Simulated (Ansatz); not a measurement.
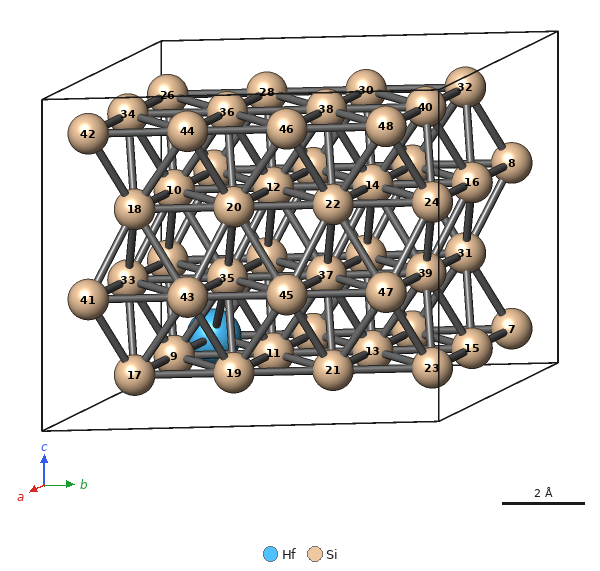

**Figure 1.** The structure as given in the input (ball-and-stick view of the cell of the calculation, seen slightly off an axis; atoms are numbered from 1 in the order of the input).

# Field-gradient calculation, with input and output: HfSi47 (part 1 of 3)

- system: HfSi47 (defect cell, 48 atoms in the cell)
- method: DFT, PBE, plane-wave PAW, default files, scalar-relativistic, no spin polarisation (Ansatz 0.2.0)

The structure derives from an entry of the Crystallography Open Database. It belongs to a series of runs on one base structure; here: Hf on a Si site, charge +0, host positions. Figures and captions count atoms from 1; the log counts them from 0 in places.

Input
```yaml
crystal:
  lattice:
    - [7.332, 0.0, 0.0]
    - [-4.888, 8.4662643472, 0.0]
    - [0.0, 0.0, 8.304]
  atoms:
    - { symbol: Hf, position: [0.1111111111, 0.1666666667, 0.125] }
    - { symbol: Si, position: [0.1111111111, 0.1666666667, 0.625] }
    - { symbol: Si, position: [0.1111111111, 0.4166666667, 0.125] }
    - { symbol: Si, position: [0.1111111111, 0.4166666667, 0.625] }
    - { symbol: Si, position: [0.1111111111, 0.6666666667, 0.125] }
    - { symbol: Si, position: [0.1111111111, 0.6666666667, 0.625] }
    - { symbol: Si, position: [0.1111111111, 0.9166666667, 0.125] }
    - { symbol: Si, position: [0.1111111111, 0.9166666667, 0.625] }
    - { symbol: Si, position: [0.4444444444, 0.1666666667, 0.125] }
    - { symbol: Si, position: [0.4444444444, 0.1666666667, 0.625] }
    - { symbol: Si, position: [0.4444444444, 0.4166666667, 0.125] }
    - { symbol: Si, position: [0.4444444444, 0.4166666667, 0.625] }
    - { symbol: Si, position: [0.4444444444, 0.6666666667, 0.125] }
    - { symbol: Si, position: [0.4444444444, 0.6666666667, 0.625] }
    - { symbol: Si, position: [0.4444444444, 0.9166666667, 0.125] }
    - { symbol: Si, position: [0.4444444444, 0.9166666667, 0.625] }
    - { symbol: Si, position: [0.7777777778, 0.1666666667, 0.125] }
    - { symbol: Si, position: [0.7777777778, 0.1666666667, 0.625] }
    - { symbol: Si, position: [0.7777777778, 0.4166666667, 0.125] }
    - { symbol: Si, position: [0.7777777778, 0.4166666667, 0.625] }
    - { symbol: Si, position: [0.7777777778, 0.6666666667, 0.125] }
    - { symbol: Si, position: [0.7777777778, 0.6666666667, 0.625] }
    - { symbol: Si, position: [0.7777777778, 0.9166666667, 0.125] }
    - { symbol: Si, position: [0.7777777778, 0.9166666667, 0.625] }
    - { symbol: Si, position: [0.2222222222, 0.0833333333, 0.375] }
    - { symbol: Si, position: [0.2222222222, 0.0833333333, 0.875] }
    - { symbol: Si, position: [0.2222222222, 0.3333333333, 0.375] }
    - { symbol: Si, position: [0.2222222222, 0.3333333333, 0.875] }
    - { symbol: Si, position: [0.2222222222, 0.5833333333, 0.375] }
    - { symbol: Si, position: [0.2222222222, 0.5833333333, 0.875] }
    - { symbol: Si, position: [0.2222222222, 0.8333333333, 0.375] }
    - { symbol: Si, position: [0.2222222222, 0.8333333333, 0.875] }
    - { symbol: Si, position: [0.5555555556, 0.0833333333, 0.375] }
    - { symbol: Si, position: [0.5555555556, 0.0833333333, 0.875] }
    - { symbol: Si, position: [0.5555555556, 0.3333333333, 0.375] }
    - { symbol: Si, position: [0.5555555556, 0.3333333333, 0.875] }
    - { symbol: Si, position: [0.5555555556, 0.5833333333, 0.375] }
    - { symbol: Si, position: [0.5555555556, 0.5833333333, 0.875] }
    - { symbol: Si, position: [0.5555555556, 0.8333333333, 0.375] }
    - { symbol: Si, position: [0.5555555556, 0.8333333333, 0.875] }
    - { symbol: Si, position: [0.8888888889, 0.0833333333, 0.375] }
    - { symbol: Si, position: [0.8888888889, 0.0833333333, 0.875] }
    - { symbol: Si, position: [0.8888888889, 0.3333333333, 0.375] }
    - { symbol: Si, position: [0.8888888889, 0.3333333333, 0.875] }
    - { symbol: Si, position: [0.8888888889, 0.5833333333, 0.375] }
    - { symbol: Si, position: [0.8888888889, 0.5833333333, 0.875] }
    - { symbol: Si, position: [0.8888888889, 0.8333333333, 0.375] }
    - { symbol: Si, position: [0.8888888889, 0.8333333333, 0.875] }
kpoints:
  mp_grid: { grid: [3, 2, 2] }
scf:
  occupations: { method: fermi_dirac, width: 0.01 }
hamiltonian:
  xc: pbe
  pseudopotentials: { kind: paw }
output:
  forces: true
  stress: true
  populations: true
  efg: { quadrupole_moments_barn: { Hf: 3.365 }, contact_densities: true }
  write_density: true
  write_potential: true
  elf: true
  volumetric_format: npy
```

Machine: 1 thread of Intel Xeon @ 2.50GHz (Skylake/Cascade Lake), 64 GiB of memory available, shared host.

Launch command:
```bash
ansatz run input.yaml --threads 1 --pin off --max-ram 3072MiB --backend cpu --events-out ev --progress --plain --runs-dir out
```

The program's output
```
Hf: output.efg is read without spin–orbit coupling, which moves field gradients at and beside such atoms by some per cent and up to a factor of two; PAW files take it under magnetization.noncollinear and magnetization.spin_orbit
Engine: ansatz 0.2.0, x86_64-unknown-linux-gnu
Pseudopotentials: kind: paw
Pseudopotential: Hf, paw, valence charge 26, recommended cutoff 420 eV (normal), Hf.paw.azcp
Pseudopotential: Si, paw, valence charge 4, recommended cutoff 420 eV (normal), Si.paw.azcp
Functional definition: PBE
  parameter kappa = 0.804
  parameter beta = 0.06672455060314922
  exchange = pbe_x(kappa = kappa, mu = beta*pi^2/3)
  correlation = pbe_c(beta = beta)
Crystal: 48 atoms, lattice volume = 515.468 Å³
Basis set: ecut = 420 eV, 10095 PW (Γ), exchange–correlation on 100×144×120 points (8 copies of the dense FFT grid, shifted against one another)
Bands: 155, of which v1, the nominal top of the filled ones, is band 107 counted from 1 (106 counted from 0)
Symmetry: 2 space group operations
Space group: Pm (ITA 6), of the structure as read, at distance tolerance 8.0e-5 Å
k-points: 8 of 12 (time reversal used)
Non-local potential: Hf, projectors of the file, l = 0: 3, l = 1: 2, l = 2: 2, l = 3: 3
Non-local potential: Si, projectors of the file, l = 0: 2, l = 1: 2, l = 2: 2
PAW form: soft (Blöchl's): semilocal exchange-correlation on the pseudo side does not see the compensation charge
PAW one-centre angular grid: Hf, 590 points (default); XC on 64 Gauss nodes
PAW one-centre angular grid: Si, 110 points (default); XC on 64 Gauss nodes
Initial density: superposition of atomic densities (neutral atoms: chi_scale 0, normalization atom), corrected by the library's trained network
Initial wavefunctions: pseudopotential atomic-orbital guess
Functional: x = pbe(κ = 0.804, μ = 0.2195149727645171), c = pbe(β = 0.06672455060314922)
SCF iter   1: F=—  HF=-45559.630577 eV  |F-HF|=—  |Δ(HF+E_count)|=         —  Δρ=7.12e-3  dr2=2.64e-1  ethr=1.77e-3  ⟨swp⟩=5.6  Hψ=5538  notcnv=0  defer=156
preconditioner: auto → Resta (q_TF=auto, 2.356 Å⁻¹)  ε∞=6.6  [insulator: Δε(μ)=0.042 eV  Ē_g=9.887 eV  σ=0.010 eV  W_gap=0.61  n_scr=116 (ndim 8)  ℏωp=23.5 eV  f_vac=0.000  D(μ)=12.97/eV (n_scr^D=86)  ε∞_Penn≈6.6]
SCF iter   2: F=—  HF=-45559.601267 eV  |F-HF|=—  |Δ(HF+E_count)|=   2.93e-2  Δρ=4.11e-3  dr2=5.85e-2  ethr=1.23e-4  ⟨swp⟩=1.8  Hψ=1471  notcnv=0  defer=291
SCF iter   3: F=—  HF=-45559.600887 eV  |F-HF|=—  |Δ(HF+E_count)|=   3.80e-4  Δρ=1.42e-3  dr2=2.14e-2  ethr=2.73e-5  ⟨swp⟩=2.0  Hψ=1850  notcnv=0  defer=315
SCF iter   4: F=—  HF=-45559.599209 eV  |F-HF|=—  |Δ(HF+E_count)|=   1.68e-3  Δρ=3.00e-4  dr2=1.16e-3  ethr=1.00e-5  ⟨swp⟩=2.0  Hψ=1645  notcnv=0  defer=315
SCF iter   5: F=—  HF=-45559.598730 eV  |F-HF|=—  |Δ(HF+E_count)|=   4.79e-4  Δρ=1.49e-4  dr2=1.09e-4  ethr=5.43e-7  ⟨swp⟩=2.0  Hψ=1784  notcnv=0  defer=315
SCF iter   6: F=—  HF=-45559.598725 eV  |F-HF|=—  |Δ(HF+E_count)|=   4.66e-6  Δρ=3.56e-5  dr2=5.92e-6  ethr=5.09e-8  ⟨swp⟩=2.0  Hψ=1783  notcnv=0  defer=315
SCF iter   7: F=—  HF=-45559.598894 eV  |F-HF|=—  |Δ(HF+E_count)|=   1.69e-4  Δρ=7.92e-6  dr2=4.65e-7  ethr=2.77e-9  ⟨swp⟩=2.0  Hψ=1864  notcnv=0  defer=315
SCF iter   8: F=-45559.598894 eV  HF=-45559.598894 eV  |F-HF|=5.46e-8  |Δ(HF+E_count)|=   1.41e-8  Δρ=2.58e-6  dr2=7.55e-8  ethr=4.67e-11  ⟨swp⟩=18.1  Hψ=10052  notcnv=0
SCF 1 converged in 8 iterations: F = -45559.598894 eV  dr2 = 7.55e-8
  greatest PAW one-centre occupation: 0.998 electrons in one spin orbital (limit 2), on the Hf atom at site 0 (counted from 0), in its partial waves of l = 0
```

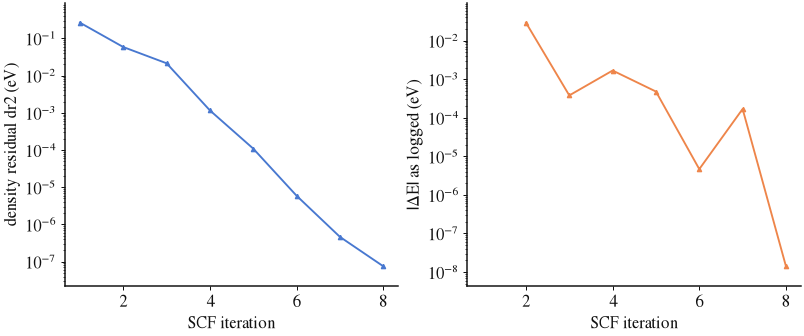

**Figure 2.** Convergence of the self-consistent field: density residual dr2 and size of the energy change against the SCF iteration. The residual falls at every step.

```
SCF converged after 8 iterations
Free energy (F): -45559.598894 eV
Harris-Foulkes:  -45559.598894 eV  (|F-HF|=5.46e-8)
Internal energy: -45559.595141 eV  (E = F + TS)
E sigma→0 (E₀):  -45559.597018 eV
Entropy (-TS):   -0.003753 eV (-0.078 meV/atom)
Fermi energy:    15.917887 eV
--- Per-component energies (eV) ---
  E_band       = 1635.143063
  E_kinetic    = 2743.156309
  E_local      = -8430.998846  (includes V_loc(G=0)·N_el)
  E_nonlocal   = -11.481410
  E_hartree    = 4374.861102
  E_xc         = -3078.566152
  E_vxc        = -2708.171992  (∫ρ·V_xc dr)
  E_paw        = -31033.534494  (= ΣΔE_a)
  E_vpaw       = 1292.922520  (= ΣTr[D̂ρ^β])
  E_aug_tail   = 0.000305  (compensation charges beyond the density's cutoff)
  E_ewald      = -10123.031955
  E_smearing   = -0.003753  (= −TS)
  E_closure    = -0.000000  (closes the sum)
  Σ components = -45559.598894   (vs F -45559.598894, Δ=0.00e0)
--- Forces (eV/Å), atoms counted from 1 ---
  atom   1  Hf     0.34090612     0.03959472     0.00000000
  atom   2  Si     0.04670912     0.02060667     0.00000000
  atom   3  Si    -0.79511615     1.24086343     0.00000000
  atom   4  Si    -0.20995593    -0.12725806     0.00000000
  atom   5  Si    -0.02503834    -0.01688780     0.00000000
  atom   6  Si    -0.21235632    -0.07062334     0.00000000
  atom   7  Si     0.57830984    -1.42537406     0.00000000
  atom   8  Si     0.00338508     0.05197667     0.00000000
  atom   9  Si     1.22635748     0.02501741     0.00000000
  atom  10  Si    -0.18132430     0.11153085     0.00000000
  atom  11  Si     0.55994374     1.14036419     0.00000000
  atom  12  Si     0.13074556    -0.15729758     0.00000000
  atom  13  Si    -0.08194803    -0.38918320     0.00000000
  atom  14  Si     0.06313985     0.01950806     0.00000000
  atom  15  Si    -0.13458147     0.12725199     0.00000000
  atom  16  Si    -0.01674095     0.00260535     0.00000000
  atom  17  Si    -1.35472056     0.08347954     0.00000000
  atom  18  Si     0.02231318     0.22176203     0.00000000
  atom  19  Si     0.13515628    -0.18568345     0.00000000
  atom  20  Si     0.07842868    -0.10665983     0.00000000
  atom  21  Si     0.10021098     0.42717180     0.00000000
  atom  22  Si     0.00853526     0.07563845     0.00000000
  atom  23  Si    -0.54158777    -1.22005796     0.00000000
  atom  24  Si     0.01642694     0.07217460     0.00000000
  atom  25  Si     0.38650255    -0.21099814     0.69767996
  atom  26  Si     0.38650255    -0.21099814    -0.69767996
  atom  27  Si     0.03820090     0.47597295     0.70841947
  atom  28  Si     0.03820090     0.47597295    -0.70841947
  atom  29  Si    -0.01692018    -0.18682093    -0.06742367
  atom  30  Si    -0.01692018    -0.18682093     0.06742367
  atom  31  Si    -0.16181560     0.14137240    -0.08567769
  atom  32  Si    -0.16181560     0.14137240     0.08567769
  atom  33  Si    -0.02142962     0.14521996    -0.14253667
  atom  34  Si    -0.02142962     0.14521996     0.14253667
  atom  35  Si     0.17792470     0.05912319     0.18328739
  atom  36  Si     0.17792470     0.05912319    -0.18328739
  atom  37  Si    -0.07131903    -0.12440312     0.01298187
  atom  38  Si    -0.07131903    -0.12440312    -0.01298187
  atom  39  Si     0.13926425     0.07093150    -0.00506604
  atom  40  Si     0.13926425     0.07093150     0.00506604
  atom  41  Si    -0.35045169    -0.33143119     0.81236941
  atom  42  Si    -0.35045169    -0.33143119    -0.81236941
  atom  43  Si    -0.16217721     0.15561424     0.04855416
  atom  44  Si    -0.16217721     0.15561424    -0.04855416
  atom  45  Si     0.12151619    -0.00727457     0.03553508
  atom  46  Si     0.12151619    -0.00727457    -0.03553508
  atom  47  Si     0.04210106    -0.16750159     0.11836466
  atom  48  Si     0.04210106    -0.16750159    -0.11836466
  max |Σ_I F_I| component: 1.30e-4 eV/Å
--- Stress (GPa, compression-positive) ---
       56.155772       1.774968       0.000000
        1.774968      55.845238       0.000000
        0.000000       0.000000      49.661501
  P = ⅓ Tr σ = 53.8875 GPa (538.875 kbar)
```
